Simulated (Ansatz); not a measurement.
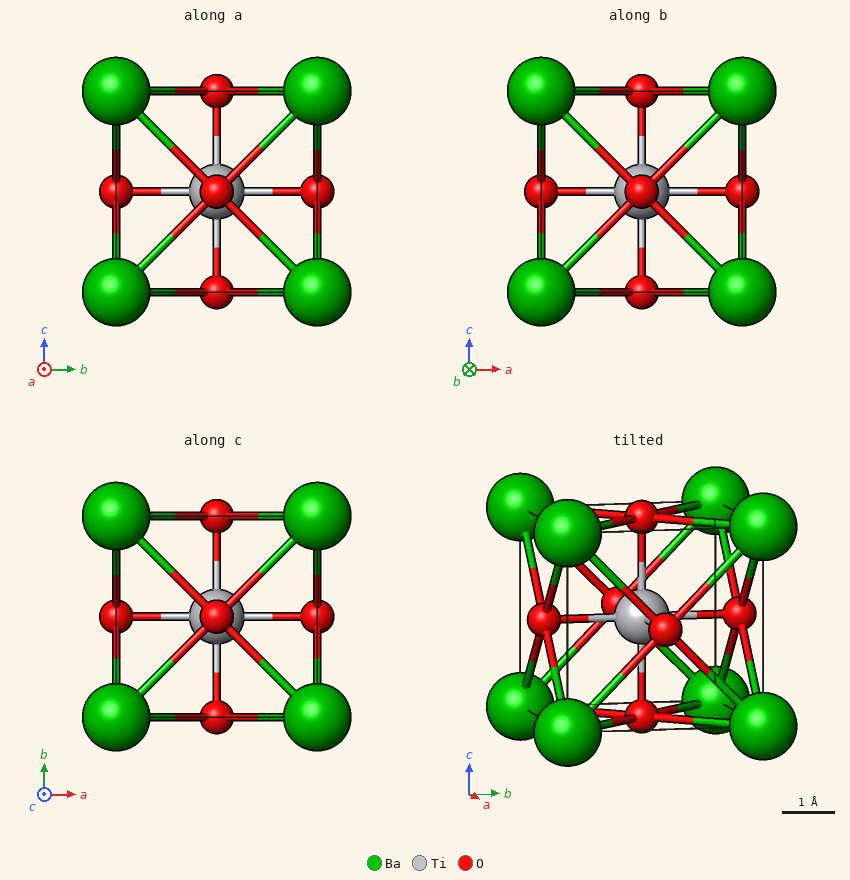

The crystal in a ball-and-stick representation, seen along the a axis, along the b axis, along the c axis and slightly off an axis. Lines trace the edges of the conventional unit cell.

Lattice parameters: a = 3.874 Å, b = 3.874 Å, c = 3.874 Å, α = 90.00°, β = 90.00°, γ = 90.00°.

Q: Give the structure in the form of a table of Wyckoff sites.

A: Space group Pm-3m (No. 221).
```json
{"atom": "Ba", "site": "1a", "x": "0.0000", "y": "0.0000", "z": "0.0000"}
{"atom": "Ti", "site": "1b", "x": "0.5000", "y": "0.5000", "z": "0.5000"}
{"atom": "O", "site": "3c", "x": "0.5000", "y": "0.5000", "z": "0.0000"}
```

The cell started as a structure type filled with these elements by a generator (whether the compound takes this form wasn't checked). The cell was then strained or its atoms displaced on purpose. Ansatz was used for an electronic-structure calculation on it.

At this level of theory the cell isn't at rest (compressed, at 23 GPa), so its distances can differ from those at equilibrium, the more so the softer the solid.
